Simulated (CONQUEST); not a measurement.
## A series of single points on CdSe

System: CdSe (F-43m, 4 atoms in the cell).
Method: Kohn-Sham DFT of a periodic cell, PBEsol, PseudoDojo NC PBEsol, no spin polarisation (CONQUEST 1.3).

The 7 runs differ only in the geometry, by an even scaling of the cell at fixed fractional positions. The structure derives from a Materials Project entry.

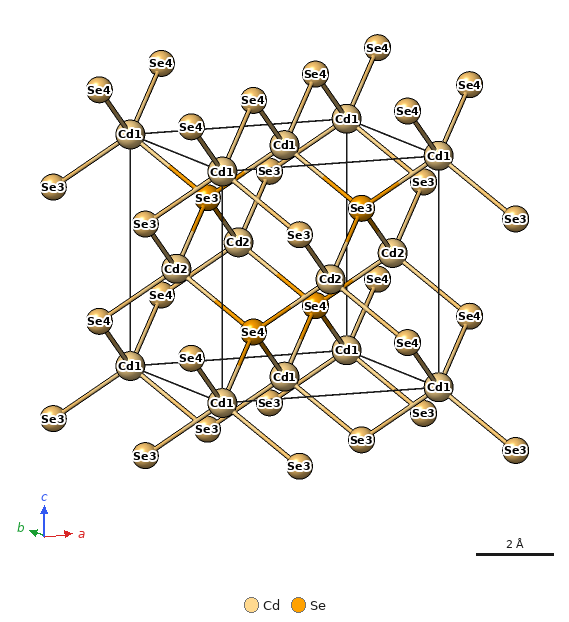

Figure 1. The structure of run 4 (ball-and-stick view of the cell 2 times as large as that of the calculation, set on its symmetry axes, seen slightly off an axis; neighbours outside the cell are drawn fainter; atoms are numbered from 1 in the order of the input). An atom can appear more than once, as a periodic image.

### Input of run 4
```
IO.Title CdSe
IO.Coordinates coords.dat
IO.FractionalAtomicCoords T
IO.Iprint 2
IO.Iprint_init 1
General.NumberOfSpecies 2
General.PseudopotentialType hamann
AtomMove.TypeOfRun static
AtomMove.FullStress T
Grid.PointsAlongX 48
Grid.PointsAlongY 48
Grid.PointsAlongZ 60
DM.SolutionMethod diagon
Diag.MPMesh T
Diag.GammaCentred T
Diag.MPMeshX 6
Diag.MPMeshY 6
Diag.MPMeshZ 5
Diag.kT 0.00183747
minE.SCTolerance 1e-6
SC.MaxIters 100
IO.AtomChargeOutput T
%block ChemicalSpeciesLabel
1 112.410 Cd
2 78.960 Se
%endblock
```

Command:
```bash
OMP_NUM_THREADS=1 Conquest
```

Lattice vectors (Å) and fractional positions of run 4:
```
   4.342019    0.000000    0.000000
   0.000000    4.342019    0.000000
   0.000000    0.000000    6.140542
Cd  0.000000  0.000000  0.000000
Cd  0.500000  0.500000  0.500000
Se  0.000000  0.500000  0.750000
Se  0.500000  0.000000  0.250000
```

Run 3 has the same physical settings and fractional positions; its lattice vectors (Å) are:
```
   4.312877    0.000000    0.000000
   0.000000    4.312877    0.000000
   0.000000    0.000000    6.099329
```

### Results, with one run withheld

```tsv
run	volume per atom (Å³)	free energy per atom, from the lowest run given (meV)	pressure (GPa)	gap on the mesh (eV)
1	27.206	9.83	2.74	0.76
2	27.784	2.39	1.41	0.71
3	28.363	?	?	?
4	28.942	0.00	−0.72	0.61
5	29.521	4.44	−1.68	0.56
6	30.100	11.84	−2.43	0.52
7	30.679	21.98	−3.18	0.47
```

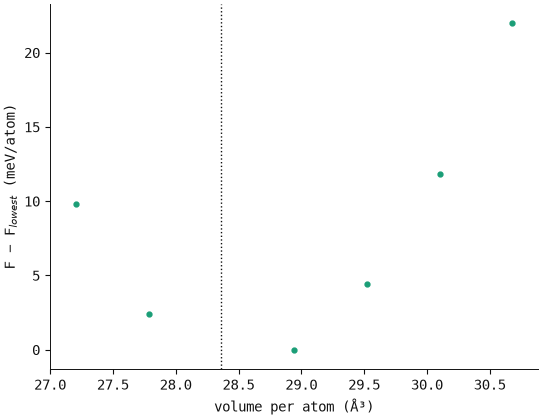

Figure 2. Free energy per atom of the runs given; the dotted line marks run 3.

What should run 3 give?

A cubic polynomial in V^(−2/3) (the Birch–Murnaghan form), fitted to the 6 runs given, misses them by at most 0.08 meV per atom. With x = V^(−2/3) − 0.10595 Å⁻², it reads F = 0.34093 − 2107.5 x + 8.9148e+05 x² + 3.5123e+06 x³ (meV per atom). At run 3 it gives −0.76 meV per atom, and the run itself gives −0.76. The slope of the fit gives a pressure −dF/dV of 0.29 GPa there, and the run prints 0.28 GPa. The fit has its minimum at 28.521 Å³ per atom, where V d²F/dV² gives 51.8 GPa: the bulk modulus at this level, since symmetry fixes the shape and the positions. The gap on the mesh goes, without turning, from 0.76 eV in run 1 to 0.47 eV in run 7; run 3 has 0.66 eV. These are gaps of this functional on this mesh, which can miss the band edges; they aren't the measured gap.

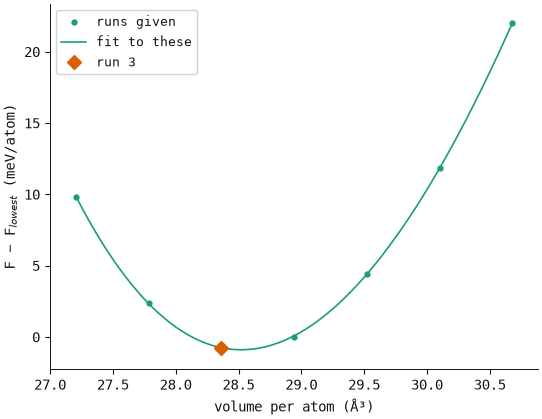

Figure 3. The fit and the withheld run.

### Some lines of the output (run 3)
```
[...]
          DFT Total Energy                 :      -592.641506162206952 Ha
          Free Energy (E-TS)               :      -592.674068132158141 Ha
          DFT Total Energy                 :      -592.671380503155888 Ha
          Free Energy (E-TS)               :      -592.672734071195237 Ha
          DFT Total Energy                 :      -592.672503672301559 Ha
          Free Energy (E-TS)               :      -592.672532602759816 Ha
          DFT Total Energy                 :      -592.672530291877138 Ha
          Free Energy (E-TS)               :      -592.672531430470031 Ha
          DFT Total Energy                 :      -592.672530458279539 Ha
          Free Energy (E-TS)               :      -592.672531305548887 Ha
          DFT Total Energy                 :      -592.672530432309145 Ha
      | Free Energy as E-TS      =      -592.672531305548887 Ha
      |* DFT total energy        =      -592.672530432309145 Ha
    force: Average pressure:      0.28334260 GPa
```

Notes: With a small basis of atomic orbitals these values can differ much from converged plane-wave results.
